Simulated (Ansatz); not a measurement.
System: SrO, space group I4/mmm, 2 atoms in the cell, epitaxial (xy) strain +4.9%.

```cif
data_structure
_symmetry_space_group_name_H-M 'P 1'
_symmetry_Int_Tables_number 1
_cell_length_a 3.6975
_cell_length_b 3.6975
_cell_length_c 3.8258
_cell_angle_alpha 58.845
_cell_angle_beta 58.845
_cell_angle_gamma 62.310
_cell_volume 36.89
loop_
_atom_site_label
_atom_site_type_symbol
_atom_site_fract_x
_atom_site_fract_y
_atom_site_fract_z
_atom_site_occupancy
Sr1 Sr 0.50000 0.50000 0.50000 1
O1 O 0.00000 0.00000 0.00000 1
```

Ansatz; DFT, r2SCAN, plane waves, PAW, no spin polarisation, 8×8×8 k mesh, 500 eV cutoff.

What will the density of states look like?

There is a gap; over the k points computed it is 3.50 eV (indirect; the smallest direct gap is 3.84 eV). The upper group of valence states starts about 2.1 eV under the valence-band top, with a gap beneath it; it holds about 6 electrons a cell. Within the window shown, the tallest peak of the filled states lies 0.8 eV under the valence-band top, at about 5.9 states per eV and cell.

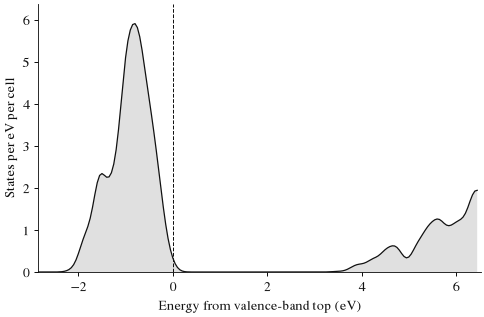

Density of states. Energies are counted from the top of the valence band. The curve is built from the levels of the k mesh with Gaussians 0.3 eV wide, which also blur the band edges.
